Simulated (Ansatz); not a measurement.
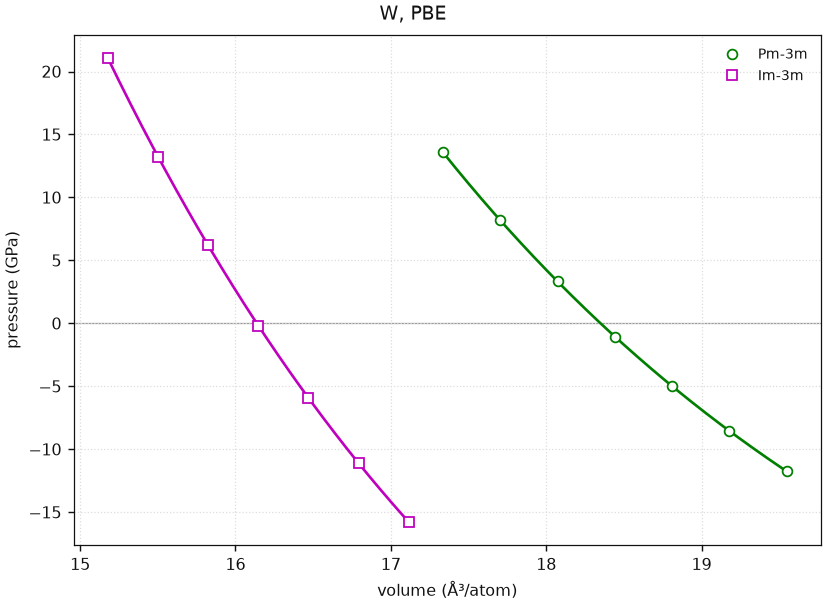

The picture above shows the pressure against volume, with one curve for each structure, for W.

Method: equation of state of a cubic crystal from periodic Kohn-Sham density functional theory without spin, third-order Birch-Murnaghan fit to the free energies; pressure corrected for the finite basis (Ansatz 0.2.0 development build). Level: PBE.

- atoms in cell: 1
- occupation method: Fermi–Dirac
- occupation width: 0.06123 eV
- wave cutoff: 420 eV
- datasets: soft-1 PAW
- density tolerance: 1e−07 eV
- bands: 11
- density cutoff ratio: 4
- search for lower states: default

Settings that differ: Pm-3m: k mesh 21×21×21, lattice centring simple cubic, space group number 221, structure type simple cubic; Im-3m: k mesh 24×24×24, lattice centring body-centred primitive, space group number 229, structure type bcc.

Order the curves by fitted equilibrium volume, smallest first.

Im-3m 16.14, Pm-3m 18.35 Å³/atom.

Order the curves by fitted bulk modulus, smallest first.

Pm-3m 212, Im-3m 303 GPa.

Keep in mind: cubic model structure, not the ambient form (Pm-3m); modest k-mesh, values are not fully converged in k.
